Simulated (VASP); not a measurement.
**Run report: NaCl, geometry relaxation (part 1 of 2)**

NaCl (Fm-3m, 2 atoms in the cell), computed with Kohn-Sham DFT of a periodic cell, r2SCAN, VASP PAW PBE potentials, recommended, no spin polarisation (VASP 6.6.1).

The structure derives from an entry of the Crystallography Open Database.

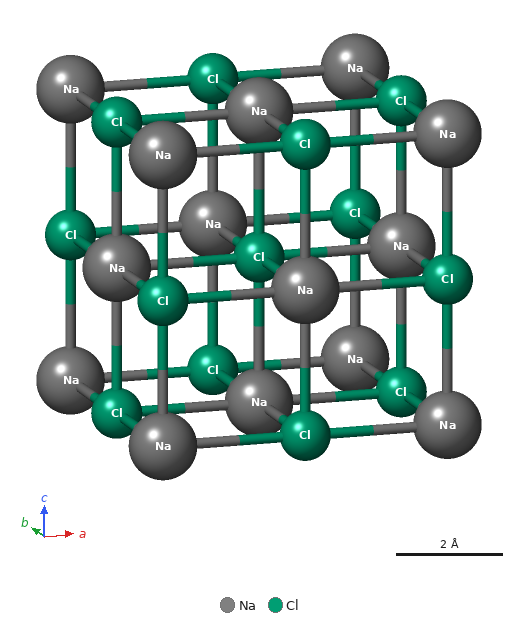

*The structure as given in the input (ball-and-stick view of the cell 4 times as large as that of the calculation, set on its symmetry axes, seen slightly off an axis).*

**Key numbers**

- outcome: converged
- space group (tolerance 0.01 Å): Fm-3m (225)
- electrons treated: 14
- free energy: −13.7920 eV
- Fermi energy: −0.906 eV
- gap on the k-point mesh: 6.02 eV
- pressure: −0.01 GPa
- final volume: 43.76 Å³
- largest force (length of the vector) at the end: under 0.001 eV/Å
- final cell: a = 3.956 Å, b = 3.956 Å, c = 3.956 Å, α = 60.00°, β = 60.00°, γ = 60.00°
- hardware: 1 thread of Intel Xeon @ 2.50GHz (Skylake/Cascade Lake), 64 GiB of memory available, shared host
- wall time: 3.2 min
- peak memory: 0.19 GiB

**INCAR**
```
ALGO = Normal
EDIFF = 1E-7
EDIFFG = -0.005
ENCUT = 600
IBRION = 2
ISIF = 3
ISMEAR = 0
LASPH = True
LCHARG = False
LMIXTAU = True
LREAL = False
LWAVE = False
METAGGA = R2SCAN
NELM = 100
NSW = 90
PREC = Accurate
SIGMA = 0.02
```

**KPOINTS**
```
k-points
0
Gamma
  8 8 8
```

**POSCAR**
```
NaCl
1.0
    0.0000000000      2.8434500000      2.8434500000
    2.8434500000      0.0000000000      2.8434500000
    2.8434500000      2.8434500000      0.0000000000
Na Cl
1 1
Direct
    0.0000000000      0.0000000000      0.0000000000
    0.5000000000      0.5000000000      0.5000000000
```

Command:
```bash
cat potpaw_PBE.64/Na_pv/POTCAR potpaw_PBE.64/Cl/POTCAR > POTCAR
mpirun -np 1 vasp_std > vasp.out
```

**OSZICAR**
```
N       E                     dE             d eps       ncg     rms          rms(c)
DAV:   1     0.929759774912E+02    0.92976E+02   -0.80861E+03   638   0.145E+03
DAV:   2    -0.722090656006E+01   -0.10020E+03   -0.92984E+02   747   0.292E+02
DAV:   3    -0.157868136847E+02   -0.85659E+01   -0.85119E+01   776   0.870E+01
DAV:   4    -0.159707591204E+02   -0.18395E+00   -0.18379E+00   730   0.140E+01
DAV:   5    -0.159750385277E+02   -0.42794E-02   -0.42792E-02   846   0.198E+00    0.224E+00
DAV:   6    -0.137391542217E+02    0.22359E+01   -0.94007E-01   686   0.118E+01    0.272E+00
DAV:   7    -0.135233878581E+02    0.21577E+00   -0.25642E-01   650   0.732E+00    0.685E-01
DAV:   8    -0.139746905380E+02   -0.45130E+00   -0.32788E-01   638   0.602E+00    0.889E-01
DAV:   9    -0.137610998567E+02    0.21359E+00   -0.63492E-02   647   0.365E+00    0.661E-01
DAV:  10    -0.137856118513E+02   -0.24512E-01   -0.34270E-02   641   0.257E+00    0.204E-01
DAV:  11    -0.137465347194E+02    0.39077E-01   -0.17020E-02   638   0.177E+00    0.182E-01
DAV:  12    -0.137484171058E+02   -0.18824E-02   -0.14054E-04   834   0.172E-01    0.170E-01
DAV:  13    -0.137821858142E+02   -0.33769E-01   -0.84776E-03   638   0.107E+00    0.232E-02
DAV:  14    -0.137822299182E+02   -0.44104E-04   -0.16658E-04   707   0.178E-01    0.132E-02
DAV:  15    -0.137822593027E+02   -0.29385E-04   -0.34876E-05   650   0.835E-02    0.981E-03
DAV:  16    -0.137822686419E+02   -0.93392E-05   -0.15223E-05   671   0.623E-02    0.426E-03
DAV:  17    -0.137822680223E+02    0.61960E-06   -0.16261E-06   674   0.186E-02    0.273E-03
DAV:  18    -0.137822667168E+02    0.13055E-05   -0.84205E-07   683   0.110E-02    0.918E-04
DAV:  19    -0.137822669487E+02   -0.23194E-06   -0.55194E-07   656   0.994E-03    0.592E-04
DAV:  20    -0.137822668266E+02    0.12207E-06   -0.82778E-08   683   0.377E-03    0.297E-04
DAV:  21    -0.137822667210E+02    0.10570E-06   -0.23215E-09   373   0.806E-04    0.175E-04
DAV:  22    -0.137822668723E+02   -0.15140E-06   -0.11780E-09   334   0.633E-04    0.566E-05
DAV:  23    -0.137822669145E+02   -0.42130E-07   -0.10592E-09   337   0.483E-04
   1 F= -.13782267E+02 E0= -.13782267E+02  d E =-.137823E+02
       N       E                     dE             d eps       ncg     rms          rms(c)
DAV:   1    -0.138426640778E+02   -0.60397E-01   -0.13119E+00   728   0.181E+01    0.158E+00
DAV:   2    -0.137982961528E+02    0.44368E-01   -0.60878E-02   671   0.295E+00    0.660E-01
DAV:   3    -0.137902129924E+02    0.80832E-02   -0.20042E-02   719   0.171E+00    0.302E-01
DAV:   4    -0.137878370734E+02    0.23759E-02   -0.25598E-03   638   0.778E-01    0.660E-02
DAV:   5    -0.137897525379E+02   -0.19155E-02   -0.14941E-03   638   0.616E-01    0.297E-02
DAV:   6    -0.137895422376E+02    0.21030E-03   -0.43254E-04   638   0.264E-01    0.124E-02
DAV:   7    -0.137896027130E+02   -0.60475E-04   -0.10787E-04   638   0.131E-01    0.789E-03
DAV:   8    -0.137896230270E+02   -0.20314E-04   -0.67892E-06   656   0.413E-02    0.412E-03
DAV:   9    -0.137896252345E+02   -0.22075E-05   -0.56189E-06   644   0.274E-02    0.648E-04
DAV:  10    -0.137896253969E+02   -0.16240E-06   -0.43175E-07   731   0.105E-02    0.759E-04
DAV:  11    -0.137896257160E+02   -0.31918E-06   -0.56195E-08   644   0.350E-03    0.387E-04
DAV:  12    -0.137896255436E+02    0.17245E-06   -0.44936E-09   337   0.102E-03    0.141E-04
DAV:  13    -0.137896256646E+02   -0.12098E-06   -0.15565E-08   587   0.189E-03    0.175E-04
DAV:  14    -0.137896256415E+02    0.23050E-07   -0.11392E-09   328   0.561E-04
   2 F= -.13789626E+02 E0= -.13789626E+02  d E =-.735873E-02
       N       E                     dE             d eps       ncg     rms          rms(c)
DAV:   1    -0.138094970375E+02   -0.19871E-01   -0.44852E-01   722   0.107E+01    0.913E-01
DAV:   2    -0.137946063781E+02    0.14891E-01   -0.20583E-02   674   0.173E+00    0.385E-01
DAV:   3    -0.137918260161E+02    0.27804E-02   -0.68001E-03   713   0.101E+00    0.174E-01
DAV:   4    -0.137913126123E+02    0.51340E-03   -0.85142E-04   638   0.451E-01    0.379E-02
DAV:   5    -0.137917164321E+02   -0.40382E-03   -0.53248E-04   638   0.365E-01    0.182E-02
DAV:   6    -0.137916460599E+02    0.70372E-04   -0.15300E-04   638   0.159E-01    0.702E-03
DAV:   7    -0.137916665523E+02   -0.20492E-04   -0.34287E-05   638   0.746E-02    0.467E-03
DAV:   8    -0.137916752513E+02   -0.86991E-05   -0.20758E-06   650   0.228E-02    0.207E-03
DAV:   9    -0.137916755185E+02   -0.26718E-06   -0.15828E-06   656   0.148E-02    0.398E-04
DAV:  10    -0.137916753849E+02    0.13356E-06   -0.11034E-07   725   0.540E-03    0.427E-04
DAV:  11    -0.137916754761E+02   -0.91218E-07   -0.11527E-08   334   0.154E-03
   3 F= -.13791675E+02 E0= -.13791675E+02  d E =-.940856E-02
       N       E                     dE             d eps       ncg     rms          rms(c)
DAV:   1    -0.138631676756E+02   -0.71492E-01   -0.18034E+00   722   0.214E+01    0.186E+00
DAV:   2    -0.138024799069E+02    0.60688E-01   -0.81369E-02   677   0.350E+00    0.780E-01
DAV:   3    -0.137910825268E+02    0.11397E-01   -0.27668E-02   719   0.205E+00    0.363E-01
DAV:   4    -0.137879335200E+02    0.31490E-02   -0.32421E-03   638   0.887E-01    0.772E-02
DAV:   5    -0.137905923134E+02   -0.26588E-02   -0.20364E-03   638   0.740E-01    0.338E-02
DAV:   6    -0.137901904667E+02    0.40185E-03   -0.61310E-04   638   0.323E-01    0.145E-02
DAV:   7    -0.137902701000E+02   -0.79633E-04   -0.12009E-04   638   0.139E-01    0.982E-03
DAV:   8    -0.137902925641E+02   -0.22464E-04   -0.90444E-06   662   0.494E-02    0.439E-03
DAV:   9    -0.137902931738E+02   -0.60970E-06   -0.54341E-06   656   0.277E-02    0.710E-04
DAV:  10    -0.137902937537E+02   -0.57982E-06   -0.53222E-07   719   0.114E-02    0.886E-04
DAV:  11    -0.137902940916E+02   -0.33792E-06   -0.74509E-08   641   0.422E-03    0.449E-04
DAV:  12    -0.137902939460E+02    0.14554E-06   -0.48087E-09   328   0.104E-03    0.201E-04
DAV:  13    -0.137902940501E+02   -0.10402E-06   -0.17566E-08   625   0.196E-03    0.177E-04
DAV:  14    -0.137902940357E+02    0.14390E-07   -0.92613E-10   328   0.496E-04
   4 F= -.13790294E+02 E0= -.13790294E+02  d E =-.802712E-02
       N       E                     dE             d eps       ncg     rms          rms(c)
DAV:   1    -0.138310580105E+02   -0.40764E-01   -0.10037E+00   719   0.165E+01    0.132E+00
DAV:   2    -0.137986177567E+02    0.32440E-01   -0.45632E-02   674   0.259E+00    0.569E-01
DAV:   3    -0.137923576652E+02    0.62601E-02   -0.14985E-02   710   0.152E+00    0.242E-01
DAV:   4    -0.137928720403E+02   -0.51438E-03   -0.19669E-03   638   0.689E-01    0.559E-02
DAV:   5    -0.137919498994E+02    0.92214E-03   -0.13909E-03   638   0.571E-01    0.308E-02
DAV:   6    -0.137920041082E+02   -0.54209E-04   -0.36516E-04   638   0.256E-01    0.964E-03
DAV:   7    -0.137920233891E+02   -0.19281E-04   -0.69978E-05   638   0.108E-01    0.699E-03
DAV:   8    -0.137920358591E+02   -0.12470E-04   -0.63049E-06   644   0.378E-02    0.202E-03
DAV:   9    -0.137920380852E+02   -0.22262E-05   -0.25144E-06   674   0.203E-02    0.674E-04
DAV:  10    -0.137920385501E+02   -0.46486E-06   -0.18191E-07   710   0.716E-03    0.525E-04
DAV:  11    -0.137920384736E+02    0.76478E-07   -0.12348E-08   340   0.166E-03
   5 F= -.13792038E+02 E0= -.13792038E+02  d E =-.977156E-02
```

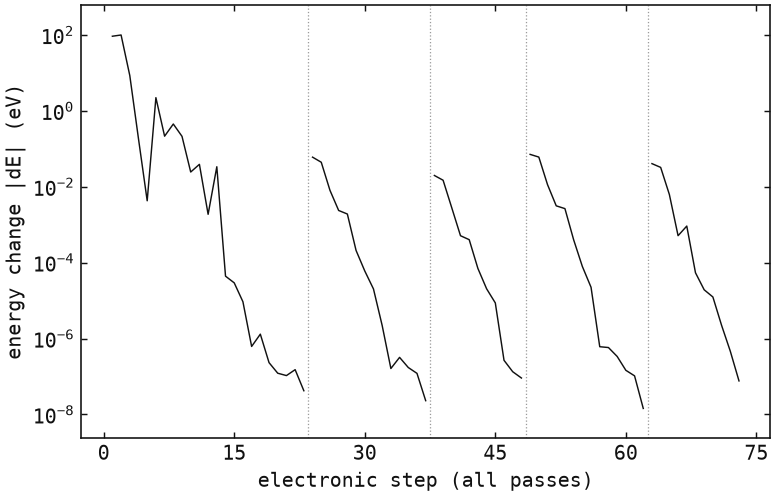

*Convergence of the self-consistent field: energy change |dE| against the electronic step. Each stretch between dotted lines is the SCF of one geometry step of a relaxation.*

The 5 ionic steps take 11 to 23 electronic steps each. The density is held fixed in the first few steps, and dE rises again when its update begins.

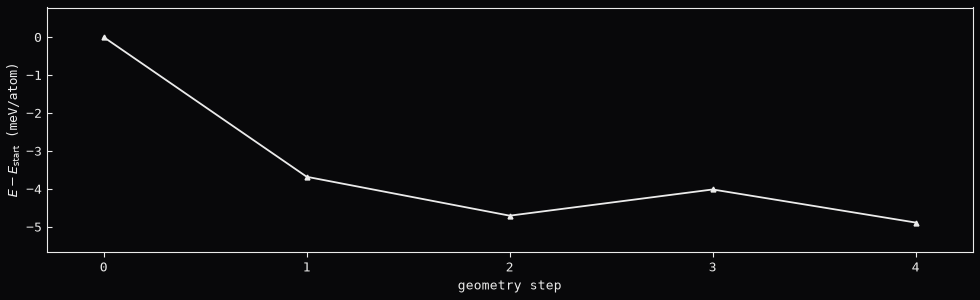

*Progress of the relaxation, step by step (steps are counted from 0).*

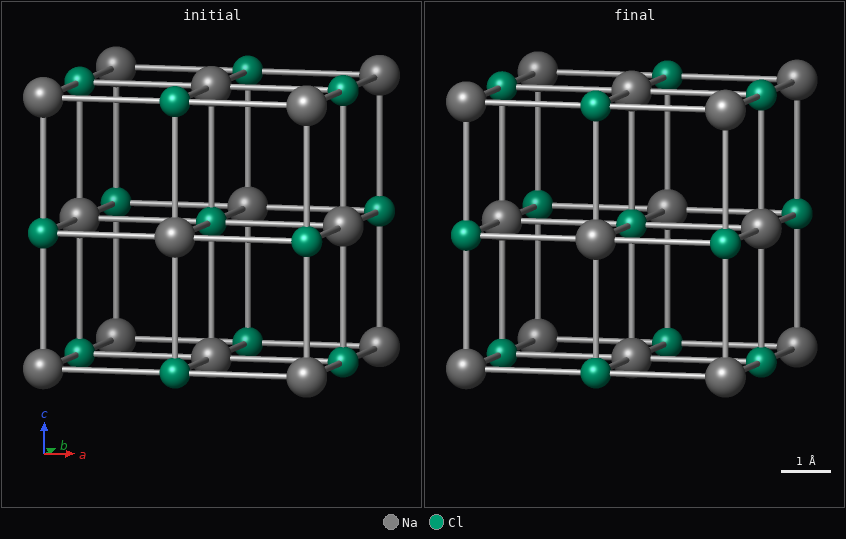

*Before (left) and after (right) the relaxation, at one scale (ball-and-stick view of the cell 4 times as large as that of the calculation, set on its symmetry axes, seen slightly off an axis).*

No atom moves by more than 0.005 Å relative to the cell. The volume changes by −4.8 %, with a = b = c 5.687 → 5.594 Å (−1.6 %). Among the contacts that change: Na1–Cl2 2.843 → 2.797 Å. The space group stays Fm-3m (No. 225). The energy falls by 4.9 meV per atom in 4 geometry steps. All forces vanish by symmetry, so only the cell relaxes. (Atoms are counted from 1 in the order of the input.)

**Parts of OUTCAR**
```
EDIFF = 1E-7
   EDIFFG = -0.005
   ENCUT = 600
   IBRION = 2
   ISIF = 3
   ISMEAR = 0
   LASPH = True
   LREAL = False
   METAGGA = R2SCAN
   NELM = 100
   NSW = 90
   PREC = Accurate

 ion  position               nearest neighbor table
   1  0.000  0.000  0.000-
   2  0.500  0.500  0.500-

  LATTYP: Found a face centered cubic cell.
 ALAT       =     5.6869000000

  Lattice vectors:

 A1 = (   0.0000000000,   2.8434500000,   2.8434500000)
 A2 = (   2.8434500000,   0.0000000000,   2.8434500000)
 A3 = (   2.8434500000,   2.8434500000,   0.0000000000)

Analysis of symmetry for initial positions (statically):
=====================================================================
 Subroutine PRICEL returns:
 Original cell was already a primitive cell.

 Routine SETGRP: Setting up the symmetry group for a
 face centered cubic supercell.

 Subroutine GETGRP returns: Found 48 space group operations
 (whereof 48 operations were pure point group operations)
 out of a pool of 48 trial point group operations.

The static configuration has the point symmetry O_h .

Analysis of symmetry for dynamics (positions and initial velocities):
=====================================================================
 Subroutine PRICEL returns:
 Original cell was already a primitive cell.

 Routine SETGRP: Setting up the symmetry group for a
 face centered cubic supercell.

 Subroutine GETGRP returns: Found 48 space group operations
 (whereof 48 operations were pure point group operations)
 out of a pool of 48 trial point group operations.

The dynamic configuration has the point symmetry O_h .

 Subroutine INISYM returns: Found 48 space group operations
 (whereof 48 operations are pure point group operations),
 and found     1 'primitive' translations

----------------------------------------------------------------------------------------

                                     Primitive cell

  volume of cell :      45.9798

  direct lattice vectors                    reciprocal lattice vectors
     0.000000000  2.843450000  2.843450000    -0.175842726  0.175842726  0.175842726
     2.843450000  0.000000000  2.843450000     0.175842726 -0.175842726  0.175842726
     2.843450000  2.843450000  0.000000000     0.175842726  0.175842726 -0.175842726

  length of vectors
     4.021245554  4.021245554  4.021245554     0.304568536  0.304568536  0.304568536

  position of ions in fractional coordinates (direct lattice)
     0.000000000  0.000000000  0.000000000
     0.500000000  0.500000000  0.500000000

  ion indices of the primitive-cell ions
   primitive index   ion index
                 1           1
                 2           2

----------------------------------------------------------------------------------------

 KPOINTS: k-points

Automatic generation of k-mesh.
 Grid dimensions read from file:
 generate k-points for:    8    8    8

 Generating k-lattice:

  Cartesian coordinates                     Fractional coordinates (reciprocal lattice)
    -0.021980341  0.021980341  0.021980341     0.125000000  0.000000000  0.000000000
     0.021980341 -0.021980341  0.021980341     0.000000000  0.125000000  0.000000000
     0.021980341  0.021980341 -0.021980341     0.000000000  0.000000000  0.125000000

  Length of vectors
     0.038071067  0.038071067  0.038071067

  Shift w.r.t. Gamma in fractional coordinates (k-lattice)
     0.000000000  0.000000000  0.000000000

 Subroutine IBZKPT returns following result:
 ===========================================

 Found     29 irreducible k-points:

 Following reciprocal coordinates:
            Coordinates               Weight
  0.000000  0.000000  0.000000      1.000000
  0.125000  0.000000  0.000000      8.000000
  0.250000  0.000000  0.000000      8.000000
  0.375000  0.000000  0.000000      8.000000
  0.500000  0.000000  0.000000      4.000000
  0.125000  0.125000  0.000000      6.000000
  0.250000  0.125000  0.000000     24.000000
  0.375000  0.125000  0.000000     24.000000
  0.500000  0.125000  0.000000     24.000000
 -0.375000  0.125000  0.000000     24.000000
 -0.250000  0.125000  0.000000     24.000000
 -0.125000  0.125000  0.000000     12.000000
  0.250000  0.250000  0.000000      6.000000
  0.375000  0.250000  0.000000     24.000000
  0.500000  0.250000  0.000000     24.000000
 -0.375000  0.250000  0.000000     24.000000
 -0.250000  0.250000  0.000000     12.000000
  0.375000  0.375000  0.000000      6.000000
  0.500000  0.375000  0.000000     24.000000
 -0.375000  0.375000  0.000000     12.000000
  0.500000  0.500000  0.000000      3.000000
  0.375000  0.250000  0.125000     24.000000
  0.500000  0.250000  0.125000     48.000000
 -0.375000  0.250000  0.125000     24.000000
 [... further k-points ...]
```
